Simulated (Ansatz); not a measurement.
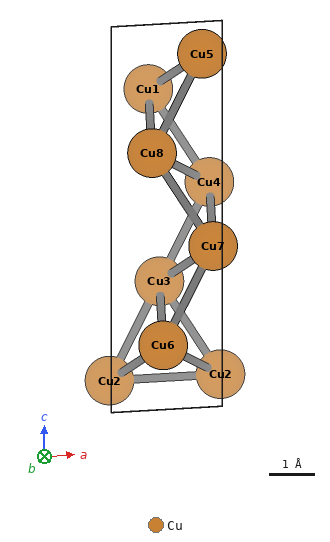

*The structure (ball-and-stick view of the cell of the calculation, along the b axis; atoms are numbered from 1 in the order of the input). An atom can appear more than once, as a periodic image.*

Near neighbours in the periodic cell (some may lie outside the picture): Cu has 11 Cu at 2.31 to 2.57 Å; Cu has 12 Cu at 2.52 Å.

Cu: single-point calculation

System: Cu (P2₁/m, 8 atoms in the cell).
Method: DFT PBEsol, scalar-relativistic, plane waves, PAW, no spin polarisation (Ansatz 0.2.0).

The structure derives from a Materials Project entry. It belongs to a series of runs on one base structure; here: the crystal above the cut slid by 0.2 of the vector 1 a1 + 0 a2 (2.521 Å). Figures and captions count atoms from 1; the log counts them from 0 in places.

## What the program printed
```
Engine: ansatz 0.2.0, x86_64-unknown-linux-gnu
Pseudopotentials: kind: paw
Pseudopotential: Cu, paw, valence charge 19, recommended cutoff 420 eV (normal), Cu.paw.azcp
Functional definition: PBEsol
  exchange = pbesol_x
  correlation = pbesol_c
Crystal: 8 atoms, lattice volume = 90.600 Å³
Basis set: ecut = 420 eV, 1767 PW (Γ), exchange–correlation on 36×60×120 points (8 copies of the dense FFT grid, shifted against one another)
Bands: 92, of which v1, the nominal top of the filled ones, is band 76 counted from 1 (75 counted from 0)
Symmetry: 4 space group operations
Space group: P21/m (ITA 11), of the structure as read, at distance tolerance 4.5e-5 Å
k-points: 648 of 2254
Non-local potential: Cu, projectors of the file, l = 0: 3, l = 1: 2, l = 2: 3, l = 3: 1
PAW form: soft (Blöchl's): semilocal exchange-correlation on the pseudo side does not see the compensation charge
PAW frozen core: Cu, regenerated for the run's functional, and the local potential with it (the file was generated under x = pbe(κ = 0.804, μ = 0.2195149727645171), c = pbe(β = 0.06672455060314922))
PAW one-centre angular grid: Cu, 590 points (default); XC on 64 Gauss nodes
Initial density: superposition of atomic densities (neutral atoms: chi_scale 0, normalization atom), corrected by the library's trained network
Initial wavefunctions: pseudopotential atomic-orbital guess
Functional: x = pbesol(κ = 0.804, μ = 0.12345679012345678), c = pbesol(β = 0.046)
SCF iter   1: F=—  HF=-52709.988520 eV  |F-HF|=—  |Δ(HF+E_count)|=         —  Δρ=2.19e-2  dr2=2.23e-1  ethr=1.77e-3  ⟨swp⟩=4.9  Hψ=188217  notcnv=0  defer=2061
preconditioner: auto → Kerker (q_TF=auto, 2.974 Å⁻¹)  [metal: Δε(μ)=0.003 eV  Ē_g=10.706 eV  σ=0.150 eV  W_gap=0.01  n_scr=36 (ndim 8)  ℏωp=36.6 eV  f_vac=0.000  D(μ)=2.64/eV (n_scr^D=16)]
SCF iter   2: F=—  HF=-52709.940106 eV  |F-HF|=—  |Δ(HF+E_count)|=   4.84e-2  Δρ=2.64e-3  dr2=3.90e-3  ethr=1.47e-4  ⟨swp⟩=2.0  Hψ=97720  notcnv=0  defer=5789
SCF iter   3: F=—  HF=-52709.938046 eV  |F-HF|=—  |Δ(HF+E_count)|=   2.06e-3  Δρ=2.50e-3  dr2=3.62e-3  ethr=2.56e-6  ⟨swp⟩=2.8  Hψ=100514  notcnv=0  defer=5789
SCF iter   4: F=—  HF=-52709.936733 eV  |F-HF|=—  |Δ(HF+E_count)|=   1.31e-3  Δρ=2.50e-4  dr2=2.08e-5  ethr=2.38e-6  ⟨swp⟩=2.3  Hψ=74907  notcnv=0  defer=5789
SCF iter   5: F=—  HF=-52709.936788 eV  |F-HF|=—  |Δ(HF+E_count)|=   5.53e-5  Δρ=6.05e-5  dr2=2.59e-6  ethr=1.37e-8  ⟨swp⟩=2.0  Hψ=103061  notcnv=0  defer=5789
SCF iter   6: F=—  HF=-52709.936755 eV  |F-HF|=—  |Δ(HF+E_count)|=   3.33e-5  Δρ=3.04e-5  dr2=6.42e-7  ethr=1.71e-9  ⟨swp⟩=2.0  Hψ=80784  notcnv=0  defer=5789
SCF iter   7: F=—  HF=-52709.936755 eV  |F-HF|=—  |Δ(HF+E_count)|=   1.06e-7  Δρ=1.24e-5  dr2=1.24e-7  ethr=4.22e-10  ⟨swp⟩=2.0  Hψ=80885  notcnv=0  defer=5789
SCF iter   8: F=-52709.936755 eV  HF=-52709.936755 eV  |F-HF|=9.43e-9  |Δ(HF+E_count)|=   2.99e-8  Δρ=2.24e-6  dr2=1.11e-8  ethr=6.58e-11  ⟨swp⟩=8.1  Hψ=243870  notcnv=0
SCF 1 converged in 8 iterations: F = -52709.936755 eV  dr2 = 1.11e-8
  greatest PAW one-centre occupation: 1.000 electrons in one spin orbital (limit 2), on the Cu atom at site 4 (counted from 0), in its partial waves of l = 0
SCF converged after 8 iterations
Free energy (F): -52709.936755 eV
Harris-Foulkes:  -52709.936755 eV  (|F-HF|=9.43e-9)
Internal energy: -52709.907431 eV  (E = F + TS)
E sigma→0 (E₀):  -52709.922093 eV
Entropy (-TS):   -0.029324 eV (-3.666 meV/atom)
Fermi energy:    17.499789 eV
--- Per-component energies (eV) ---
  E_band       = -2767.583716
  E_kinetic    = 2405.547232
  E_local      = -31807.008944  (includes V_loc(G=0)·N_el)
  E_nonlocal   = 3129.359655
  E_hartree    = 14010.076720
  E_xc         = -715.235531
  E_vxc        = -927.149889  (∫ρ·V_xc dr)
  E_paw        = -13006.981350  (= ΣΔE_a)
  E_vpaw       = -3588.485045  (= ΣTr[D̂ρ^β])
  E_aug_tail   = 0.002094  (compensation charges beyond the density's cutoff)
  E_ewald      = -26727.316923
  E_core_change = 1.649618  (= ΣΔE_core)
  E_smearing   = -0.029324  (= −TS)
  E_closure    = -0.000000  (closes the sum)
  Σ components = -52709.936755   (vs F -52709.936755, Δ=0.00e0)
--- Forces (eV/Å), atoms counted from 1 ---
  atom   1  Cu    -0.24039428    -0.59518978     0.00000000
  atom   2  Cu     0.17199021     0.43045331     0.00000000
  atom   3  Cu     0.02346656     0.00217341     0.00000000
  atom   4  Cu    -0.00981974    -0.00464495     0.00000000
  atom   5  Cu    -0.17199021    -0.43045331     0.00000000
  atom   6  Cu     0.24039428     0.59518978     0.00000000
  atom   7  Cu     0.00981974     0.00464495     0.00000000
  atom   8  Cu    -0.02346656    -0.00217341     0.00000000
  max |Σ_I F_I| component: 2.78e-17 eV/Å
--- Stress (GPa, compression-positive) ---
        0.193631       3.377261       0.000000
        3.377260       2.433746       0.000000
        0.000000       0.000000      -0.016746
  P = ⅓ Tr σ = 0.8702 GPa (8.702 kbar)
--- Band table (eV; the first three rows and the last of 648) ---
  k-point 0: bands = ["-94.8560", "-94.8486", "-94.8449", "-94.8371", "-94.8341", "-94.8315", "-94.8304", "-94.8279", "-52.4448", "-52.4338", "-52.4271", "-52.4064", "-52.4028", "-52.3786", "-52.3785", "-52.3726", "-52.3589", "-52.3585", "-52.3498", "-52.3415", "-52.3284", "-52.3272", "-52.3266", "-52.3221", "-52.3209", "-52.3153", "-52.3098", "-52.3088", "-52.3072", "-52.3069", "-52.3017", "-52.3003", "7.7336", "9.7073", "9.7133", "12.1408", "12.4729", "12.7508", "12.9179", "12.9375", "12.9958", "13.6216", "13.6411", "13.7414", "13.8305", "14.2252", "14.2377", "14.2958", "14.3197", "14.3846", "14.3928", "14.4344", "14.5300", "14.5477", "14.5829", "14.6381", "14.6752", "14.7651", "14.7823", "14.7895", "14.8960", "14.9863", "14.9898", "15.0620", "15.1192", "15.1927", "15.3962", "15.4352", "15.7810", "15.7957", "15.7992", "15.8568", "15.8778", "15.8877", "15.9181", "16.2959", "17.5238", "19.1602", "20.2992", "20.3046", "21.4511", "22.1059", "22.1085", "25.3935", "25.7961", "28.1289", "28.1327", "28.4165", "28.8355", "31.1253", "32.8245", "34.1103"]
  k-point 1: bands = ["-94.8558", "-94.8491", "-94.8445", "-94.8370", "-94.8342", "-94.8318", "-94.8302", "-94.8278", "-52.4438", "-52.4334", "-52.4266", "-52.4102", "-52.3986", "-52.3875", "-52.3762", "-52.3737", "-52.3607", "-52.3512", "-52.3477", "-52.3411", "-52.3291", "-52.3265", "-52.3264", "-52.3225", "-52.3214", "-52.3153", "-52.3121", "-52.3079", "-52.3070", "-52.3069", "-52.3022", "-52.3004", "7.7764", "9.2137", "10.2501", "12.1667", "12.3940", "12.7733", "12.8372", "12.9510", "13.0140", "13.4421", "13.7626", "13.8433", "13.8529", "14.1895", "14.2643", "14.2874", "14.3015", "14.3941", "14.4105", "14.4297", "14.5282", "14.5530", "14.5899", "14.6149", "14.6654", "14.7683", "14.7756", "14.8049", "14.8969", "14.8989", "14.9891", "15.0501", "15.1132", "15.3028", "15.4139", "15.4553", "15.5375", "15.7931", "15.7939", "15.8535", "15.8682", "15.8897", "15.9179", "16.5910", "17.1918", "19.5772", "19.6323", "21.0640", "21.4614", "21.9089", "22.3334", "25.0675", "25.5456", "26.6481", "28.7933", "29.2089", "29.7200", "31.1589", "32.6893", "34.2587"]
  k-point 2: bands = ["-94.8555", "-94.8501", "-94.8436", "-94.8369", "-94.8342", "-94.8324", "-94.8298", "-94.8278", "-52.4414", "-52.4326", "-52.4251", "-52.4150", "-52.3954", "-52.3930", "-52.3828", "-52.3766", "-52.3527", "-52.3507", "-52.3402", "-52.3382", "-52.3299", "-52.3283", "-52.3244", "-52.3234", "-52.3217", "-52.3157", "-52.3151", "-52.3104", "-52.3073", "-52.3050", "-52.3030", "-52.3009", "7.9043", "8.7761", "10.8081", "12.1711", "12.2453", "12.6841", "12.8147", "12.9914", "13.0102", "13.2850", "13.8084", "13.8791", "14.1054", "14.1452", "14.1719", "14.3138", "14.3168", "14.4184", "14.4350", "14.4501", "14.5322", "14.5559", "14.5859", "14.5996", "14.6352", "14.7331", "14.7504", "14.8191", "14.8476", "14.8920", "14.9640", "15.0078", "15.0916", "15.2112", "15.4571", "15.4762", "15.5355", "15.7800", "15.7987", "15.8449", "15.8460", "15.8934", "15.9172", "16.6564", "17.0870", "18.8918", "20.5662", "21.4932", "21.7516", "21.8608", "22.5142", "24.3544", "25.0397", "25.3638", "29.6584", "30.0945", "31.2480", "31.3829", "32.4277", "33.2197"]
  k-point 647: bands = ["-94.8429", "-94.8429", "-94.8324", "-94.8324", "-94.8292", "-94.8292", "-94.8283", "-94.8283", "-52.4484", "-52.4484", "-52.4218", "-52.4218", "-52.4146", "-52.4146", "-52.4102", "-52.4102", "-52.3830", "-52.3830", "-52.3546", "-52.3546", "-52.3443", "-52.3443", "-52.3389", "-52.3389", "-52.3348", "-52.3348", "-52.3328", "-52.3328", "-52.3294", "-52.3294", "-52.3203", "-52.3203", "12.3308", "12.3308", "12.4757", "12.4757", "12.7292", "12.7292", "12.9999", "12.9999", "13.4566", "13.4566", "13.4914", "13.4914", "13.6255", "13.6255", "13.8876", "13.8876", "14.0337", "14.0337", "14.3588", "14.3588", "14.7464", "14.7464", "14.9344", "14.9344", "15.0004", "15.0004", "15.1550", "15.1550", "15.4791", "15.4791", "15.5543", "15.5543", "15.8631", "15.8631", "15.8880", "15.8880", "15.9243", "15.9243", "15.9691", "15.9691", "17.4004", "17.4004", "17.9657", "17.9657", "18.4465", "18.4465", "19.1344", "19.1344", "22.2557", "22.2557", "22.8813", "22.8813", "24.3518", "24.3518", "26.5259", "26.5259", "27.2725", "27.2725", "27.9396", "27.9396"]
```

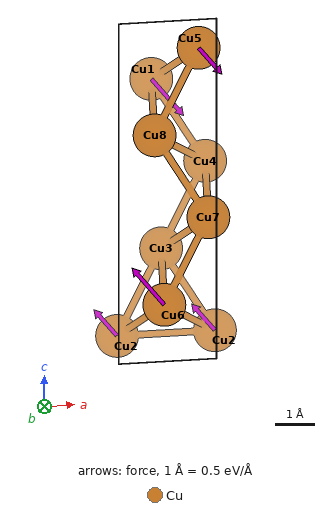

*Forces on the atoms as pink arrows (ball-and-stick view of the cell of the calculation, along the b axis; atoms are numbered from 1 in the order of the input); the smallest are left out.*

The largest act on Cu1, Cu6 (0.64 eV/Å); Cu2, Cu5 (0.46 eV/Å). The geometry is not a stationary point of this energy.

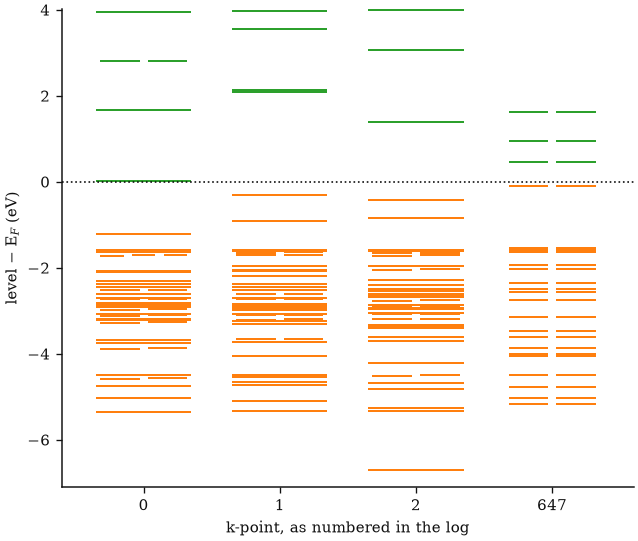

*Kohn–Sham levels near the Fermi level (dotted) at the few k-points that the log prints; levels within 0.02 eV of each other stand side by side.*

The system is metallic on the full mesh.

This output came from the following input.

## The input
```yaml
crystal:
  lattice:
    - [1.260295513, -2.182895861, 0.0]
    - [0.0, 0.0, -4.1165232698]
    - [7.8138321804, 3.9292125499, 0.0]
  atoms:
    - { symbol: Cu, position: [0.3333333333, 0.75, 0.8333333333] }
    - { symbol: Cu, position: [-0.0166666667, 0.75, 0.0833333333] }
    - { symbol: Cu, position: [0.4333333333, 0.75, 0.3333333333] }
    - { symbol: Cu, position: [-0.1166666667, 0.75, 0.5833333333] }
    - { symbol: Cu, position: [-0.1833333333, 0.25, 0.9166666667] }
    - { symbol: Cu, position: [0.4666666667, 0.25, 0.1666666667] }
    - { symbol: Cu, position: [-0.0833333333, 0.25, 0.4166666667] }
    - { symbol: Cu, position: [0.3666666667, 0.25, 0.6666666667] }
basis:
  ecutwfc: 420
kpoints:
  mp_grid: { grid: [23, 14, 7] }
hamiltonian:
  xc: pbesol
scf:
  occupations: { method: gaussian, width: 0.15 }
output:
  forces: true
  stress: true
  eigenvalues: true
```

Launched with:
```bash
ansatz run input.yaml --threads 2 --pin off --max-ram 5120MiB --backend cpu --events-out ev --progress --plain --runs-dir out
```

## Results in brief

| quantity | value |
| --- | --- |
| outcome | converged |
| space group (tolerance 0.01 Å) | P2₁/m (11) |
| electrons treated | 152 |
| free energy | −52709.9368 eV |
| Fermi energy | 17.500 eV |
| gap on the k-point mesh | none (metallic) |
| pressure | 0.87 GPa |
| largest force (length of the vector) | 0.642 eV/Å |
| hardware | 2 threads of Intel Xeon @ 2.50GHz (Skylake/Cascade Lake), 16 GiB of memory available, shared host |
| wall time | 2.2 min (CPU time 4.4 min) |
| peak memory | 3.3 GiB |
